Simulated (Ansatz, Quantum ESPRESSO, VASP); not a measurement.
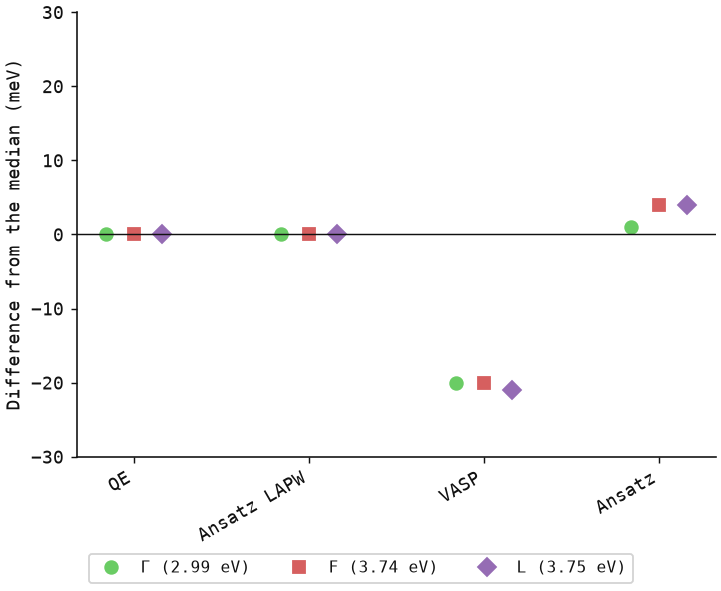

Direct gap at each named k point, for TiO$_{2}$, space group R-3m (No. 166), 3 atoms in the primitive cell, volume scaled by a factor 0.96; a = 2.954 Å, c = 20.662 Å (hexagonal axes). Four runs by three programs used PBE (no spin polarisation, no spin-orbit coupling) on the same cell and 10×10×10 k mesh. The plot shows each result less the median of the plane-wave and all-electron runs, which the legend gives. In reduced coordinates of the cell that was run, F is (0.5, 0.5, 0) and L is (0.5, 0, 0). The cell is at 5 GPa in Ansatz. The smallest gap over all k points computed is less than these values: 2.82 eV in Ansatz, from the valence top at a point off the named ones to the conduction bottom at Γ.

How well do the programs agree?

The plane-wave and all-electron programs (Ansatz, Ansatz LAPW, Quantum ESPRESSO and VASP) agree within 25 meV at these points.

```
         program          kind  valence electrons  Γ (eV)  F (eV)  L (eV)
Quantum ESPRESSO   plane waves                 24   2.987   3.740   3.750
     Ansatz LAPW  all-electron                  –   2.987   3.740   3.750
            VASP   plane waves                 24   2.967   3.720   3.729
          Ansatz   plane waves                 24   2.988   3.744   3.754
```

Settings. SSSP 1.3 efficiency PBE, 748 eV cutoff, Fermi-Dirac smearing of 0.05 eV (Quantum ESPRESSO). all-electron LAPW, Fermi-Dirac smearing of 0.05 eV (Ansatz 0.2.0). VASP PAW PBE potentials, release 64 (Ti_sv, O), 520 eV cutoff, Fermi-Dirac smearing of 0.05 eV (VASP 6.6.1). Ansatz PAW, 420 eV cutoff, Fermi-Dirac smearing of 0.05 eV (Ansatz 0.2.0).

LDA, GGA and most meta-GGA functionals understate gaps. The usual form of TiO2 is rutile or anatase.
